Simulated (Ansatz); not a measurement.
# Single-point calculation, with input and output: Al$_{16}$O$_{25}$ (part 2 of 2)

Al$_{16}$O$_{25}$ (defect cell, 41 atoms in the cell); DFT PBE, scalar-relativistic, plane waves, PAW, spin-polarised (Ansatz 0.2.0); cutoff 420 eV, 3×3×3 k-mesh, Gaussian smearing of 0.05 eV, collinear spins. The structure derives from an entry of the Crystallography Open Database.

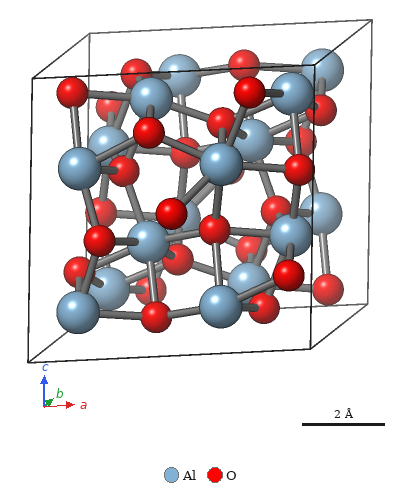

Fig. 1: The input geometry (ball-and-stick view of the cell of the calculation, seen slightly off an axis). An atom can appear more than once, as a periodic image.

**The program's output, continued**
```
--- Forces (eV/Å), atoms counted from 1 ---
  atom   1  Al    -0.00453747     0.00381409    -0.01112317
  atom   2  Al     0.00368946     0.00335910    -0.00909285
  atom   3  Al    -0.00257723    -0.00163800    -0.00503843
  atom   4  Al    -0.00424808    -0.00287984    -0.01225567
  atom   5  Al     0.00522636    -0.00756443    -0.00939520
  atom   6  Al    -0.00930353     0.00013903    -0.00726842
  atom   7  Al    -0.00077653     0.00002610    -0.01312740
  atom   8  Al     0.00096477     0.01180186    -0.01068974
  atom   9  Al     0.00248724     0.00183127     0.01240878
  atom  10  Al     0.00100385    -0.00124402     0.00269490
  atom  11  Al    -0.00284103    -0.00222807     0.01000605
  atom  12  Al     0.00671288    -0.00304857     0.01034815
  atom  13  Al    -0.00253370    -0.01121973     0.01087309
  atom  14  Al     0.00224326     0.00004975     0.01032581
  atom  15  Al     0.01092189    -0.00166654     0.01004764
  atom  16  Al    -0.00449881     0.00451146     0.00864688
  atom  17  O      0.00011640     0.00001062     0.00242771
  atom  18  O      0.00023132     0.00106165     0.00249709
  atom  19  O     -0.00260682     0.00166861    -0.00064446
  atom  20  O     -0.00259828    -0.00048945     0.00500272
  atom  21  O     -0.00266875     0.00090247     0.00256020
  atom  22  O      0.00100964     0.00011509    -0.00004051
  atom  23  O      0.00205168    -0.00142143    -0.00108259
  atom  24  O     -0.00070361     0.00014459     0.00333692
  atom  25  O      0.00058689     0.00119776     0.00236234
  atom  26  O      0.00067791    -0.00047120     0.00290393
  atom  27  O      0.00303437     0.00228940    -0.00184296
  atom  28  O     -0.00010219    -0.00304394     0.00064038
  atom  29  O      0.00227383     0.00012010    -0.00474795
  atom  30  O      0.00442192    -0.00031187     0.00094395
  atom  31  O      0.00153243    -0.00278191    -0.00348941
  atom  32  O     -0.00340015     0.00235948    -0.00279256
  atom  33  O      0.00082102    -0.00021986    -0.00373793
  atom  34  O     -0.00218372     0.00344493     0.00046145
  atom  35  O     -0.00075603    -0.00051530    -0.00054462
  atom  36  O     -0.00044946    -0.00023195     0.00090160
  atom  37  O     -0.00081133     0.00566365     0.00175961
  atom  38  O     -0.00428512    -0.00308908     0.00084242
  atom  39  O     -0.00044309     0.00079157    -0.00344995
  atom  40  O      0.00062218     0.00034145    -0.00106931
  atom  41  O      0.00168310    -0.00157815    -0.00055834
  max |Σ_I F_I| component: 1.25e-5 eV/Å
--- Band table (eV; the first three rows and the last of 28) ---
  k-point 0 ↑: bands = ["-11.6888", "-10.5389", "-10.1547", "-10.1542", "-10.0963", "-9.5069", "-9.5067", "-9.2496", "-9.2491", "-9.2211", "-9.1266", "-9.0051", "-9.0046", "-8.9406", "-8.7824", "-8.7585", "-8.7579", "-8.7091", "-8.6340", "-8.6336", "-8.3324", "-8.3320", "-8.2825", "-8.2819", "-7.7294", "1.0835", "1.7205", "1.8256", "1.8258", "2.0458", "2.0558", "2.0564", "2.1672", "2.4550", "2.4556", "2.7057", "2.8068", "2.8072", "3.3148", "3.3148", "3.3672", "3.4391", "3.4397", "3.4569", "3.7932", "3.7936", "3.9420", "4.0634", "4.0867", "4.0870", "4.1206", "4.1267", "4.1268", "4.2855", "4.6653", "4.6658", "4.7779", "4.9529", "4.9530", "4.9590", "5.3687", "5.4076", "5.4080", "5.7290", "5.7292", "6.0268", "6.0973", "6.3522", "6.3524", "6.3675", "6.3679", "6.3885", "6.5669", "6.6029", "6.6033", "6.6569", "6.6574", "6.6726", "6.7314", "6.7315", "6.7717", "6.8232", "6.8237", "7.1265", "7.1634", "7.1638", "7.3191", "7.3196", "7.3423", "7.4663", "7.4665", "7.6858", "7.6861", "7.8016", "7.8373", "7.8374", "7.9567", "8.3701", "8.6476", "8.6488", "14.3882", "17.3187", "17.5385", "17.5699", "17.5703", "17.6966", "17.6975", "17.8798", "18.1375", "18.1381", "18.1900", "18.4785", "18.4788", "18.5841"]
  k-point 1 ↑: bands = ["-11.5756", "-10.8097", "-10.1975", "-10.0126", "-9.9660", "-9.6432", "-9.5963", "-9.3864", "-9.2376", "-9.1835", "-9.1597", "-9.0300", "-9.0264", "-8.9140", "-8.7469", "-8.7372", "-8.6631", "-8.6115", "-8.5198", "-8.4933", "-8.4414", "-8.3163", "-8.3009", "-8.2897", "-7.7868", "1.3156", "1.5520", "1.8210", "1.8500", "1.8902", "2.0900", "2.1212", "2.2152", "2.3823", "2.5197", "2.6674", "2.8459", "2.9079", "2.9863", "3.0870", "3.1007", "3.1142", "3.2120", "3.4958", "3.6300", "3.7361", "3.8402", "3.9047", "4.0096", "4.0623", "4.3146", "4.4014", "4.4144", "4.6120", "4.6771", "4.7959", "4.9166", "5.1276", "5.3287", "5.4888", "5.5550", "5.5621", "5.6150", "5.7542", "5.8839", "5.9176", "5.9955", "6.0631", "6.1982", "6.2656", "6.3017", "6.3194", "6.3979", "6.4480", "6.5475", "6.5876", "6.6462", "6.7443", "6.8004", "6.8547", "6.9182", "6.9444", "6.9878", "7.0731", "7.1276", "7.1823", "7.2286", "7.2954", "7.3175", "7.3561", "7.4572", "7.5372", "7.5582", "7.6450", "7.6665", "7.8346", "7.8953", "8.4838", "8.5820", "8.6487", "15.1491", "16.6488", "17.6199", "17.6652", "17.8374", "17.8752", "17.9064", "18.0327", "18.0854", "18.1305", "18.2223", "18.2514", "18.3006", "18.5195"]
  k-point 2 ↑: bands = ["-11.5756", "-10.8097", "-10.1975", "-10.0123", "-9.9663", "-9.6429", "-9.5966", "-9.3861", "-9.2378", "-9.1832", "-9.1598", "-9.0300", "-9.0264", "-8.9138", "-8.7467", "-8.7375", "-8.6635", "-8.6116", "-8.5201", "-8.4930", "-8.4417", "-8.3161", "-8.3013", "-8.2892", "-7.7867", "1.3158", "1.5520", "1.8212", "1.8501", "1.8901", "2.0897", "2.1211", "2.2151", "2.3818", "2.5203", "2.6676", "2.8454", "2.9078", "2.9864", "3.0870", "3.1009", "3.1143", "3.2122", "3.4958", "3.6298", "3.7360", "3.8403", "3.9045", "4.0098", "4.0622", "4.3148", "4.4014", "4.4144", "4.6125", "4.6767", "4.7960", "4.9166", "5.1272", "5.3288", "5.4887", "5.5546", "5.5621", "5.6150", "5.7542", "5.8839", "5.9176", "5.9954", "6.0630", "6.1985", "6.2657", "6.3017", "6.3192", "6.3979", "6.4480", "6.5478", "6.5878", "6.6461", "6.7445", "6.8004", "6.8546", "6.9182", "6.9447", "6.9880", "7.0727", "7.1274", "7.1820", "7.2288", "7.2956", "7.3175", "7.3560", "7.4575", "7.5371", "7.5584", "7.6450", "7.6665", "7.8346", "7.8951", "8.4841", "8.5812", "8.6492", "15.1491", "16.6488", "17.6191", "17.6650", "17.8371", "17.8753", "17.9071", "18.0326", "18.0853", "18.1305", "18.2221", "18.2513", "18.3011", "18.5195"]
  k-point 13 ↓: bands = ["-10.8401", "-10.4793", "-10.2896", "-10.2559", "-10.0213", "-9.8178", "-9.8080", "-9.4691", "-9.0016", "-8.8378", "-8.7976", "-8.7653", "-8.7537", "-8.6997", "-8.6587", "-8.6324", "-8.6222", "-8.5764", "-8.4937", "-8.4104", "-8.3753", "-8.3170", "-8.2887", "-8.2749", "-6.9488", "1.3264", "1.5446", "1.7027", "1.7720", "1.8661", "1.9238", "2.0841", "2.2104", "2.4770", "2.5840", "2.6333", "2.8118", "2.8420", "2.9400", "3.0860", "3.3163", "3.6892", "3.7443", "3.8099", "3.8440", "3.9765", "4.0082", "4.0384", "4.1602", "4.3471", "4.4842", "4.5467", "4.7158", "4.7498", "4.8423", "4.9687", "5.0546", "5.1354", "5.2495", "5.5771", "5.6865", "5.7081", "5.7452", "5.7641", "5.8691", "5.9257", "5.9946", "6.1231", "6.1287", "6.1546", "6.2677", "6.3913", "6.4981", "6.5283", "6.6162", "6.6344", "6.6544", "6.7079", "6.7813", "6.8149", "6.9248", "6.9607", "7.0771", "7.1333", "7.2093", "7.2418", "7.3173", "7.3918", "7.4426", "7.5449", "7.5893", "7.6124", "7.6442", "7.7253", "7.7354", "7.7885", "7.8526", "9.0037", "10.1407", "10.1468", "16.3177", "16.9815", "17.1457", "17.2852", "17.5100", "17.7493", "17.7889", "17.8431", "17.9408", "18.0603", "18.1500", "18.2433", "18.3755", "18.5156"]
--- Löwdin populations: 41 sites ---
  site symbol       q [e]    m [muB]
     0     Al      1.7052    -0.0039
     1     Al      1.7052    -0.0039
     2     Al      1.7075     0.0002
     3     Al      1.7052    -0.0039
     4     Al      1.7033     0.0008
     5     Al      1.7033     0.0008
     6     Al      1.7103    -0.0185
     7     Al      1.7033     0.0008
     8     Al      1.7052    -0.0039
     9     Al      1.7076     0.0002
    10     Al      1.7052    -0.0039
    11     Al      1.7052    -0.0039
    12     Al      1.7033     0.0008
    13     Al      1.7103    -0.0184
    14     Al      1.7033     0.0008
    15     Al      1.7033     0.0008
    16      O      6.8004     0.0039
    17      O      6.7510     0.1284
    18      O      6.7993     0.0023
    19      O      6.7971     0.0056
    20      O      6.7506     0.1292
    21      O      6.7971     0.0056
    22      O      6.7993     0.0023
    23      O      6.8004     0.0039
    24      O      6.7971     0.0056
    25      O      6.8004     0.0039
    26      O      6.7993     0.0023
    27      O      6.7508     0.1289
    28      O      6.7971     0.0056
    29      O      6.7993     0.0023
    30      O      6.7507     0.1290
    31      O      6.8004     0.0039
    32      O      6.8005     0.0039
    33      O      6.7993     0.0023
    34      O      6.7971     0.0056
    35      O      6.7504     0.1298
    36      O      6.7506     0.1292
    37      O      6.7993     0.0023
    38      O      6.8004     0.0039
    39      O      6.7971     0.0056
    40      O      6.2848     1.2179
  spilling = 0.007798 (of n_electrons = 198.000000)
--- Band densities, each state counted as filled ---
  window                                       electrons  max residual (eV)  cut levels
  e_range: [-1.15, -0.54]            2.962963 + 1.000000             4.5e-6           0
  e_range: [0.54, 1.15]              0.000000 + 2.000000             6.0e-5           0
  e_range: [0.52, 0.65]              0.000000 + 2.000000             6.0e-5           0
  e_range: [-0.72, -0.52]            0.000000 + 1.000000             4.5e-6           0
  e_range: [-1.22, -0.87]            3.000000 + 0.000000             1.8e-6           0
```

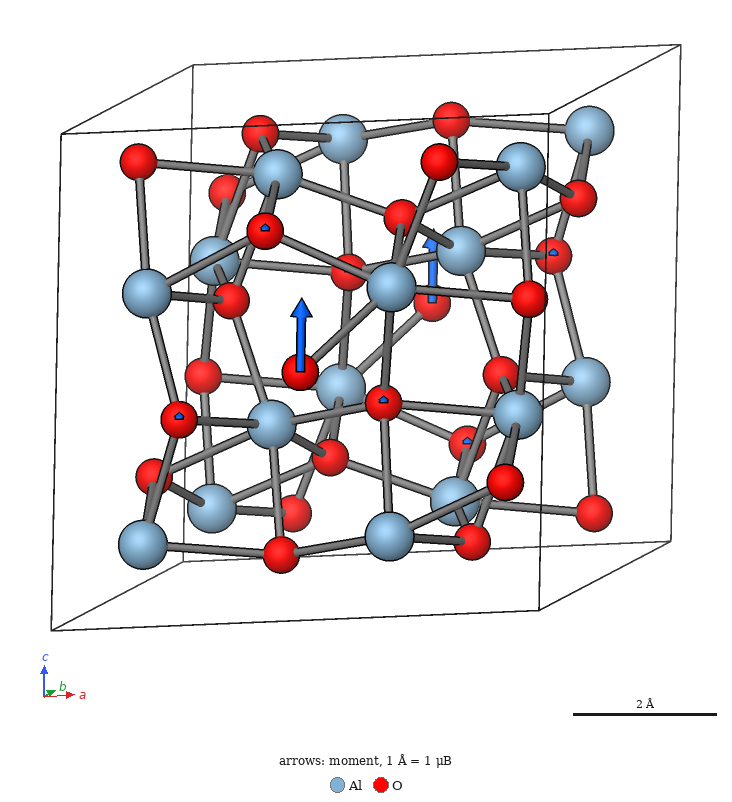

Fig. 2: Magnetic moments of the sites as blue arrows (ball-and-stick view of the cell of the calculation, seen slightly off an axis); small moments hardly show. The run is collinear, so the axis drawn is arbitrary. Site moments: O41 (1.06 μB); O18, O21, O28, O31, O36, O37 (0.11 μB). They are counted near the atoms and needn't add up to the moment of the cell. Atoms are counted from 1 in the order of the input.

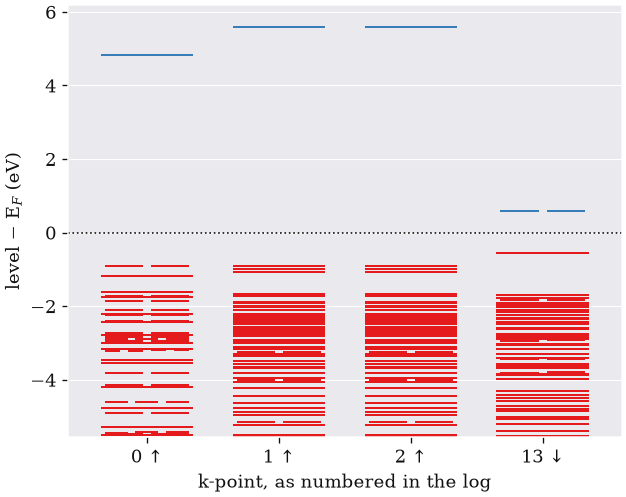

Fig. 3: Kohn–Sham levels near the Fermi level (dotted) at the few k-points that the log prints; levels within 0.02 eV of each other stand side by side. Among these points the highest filled and lowest empty levels are 1.14 eV apart; the gap on the full mesh, 1.10 eV, has an edge at a point that isn't printed.
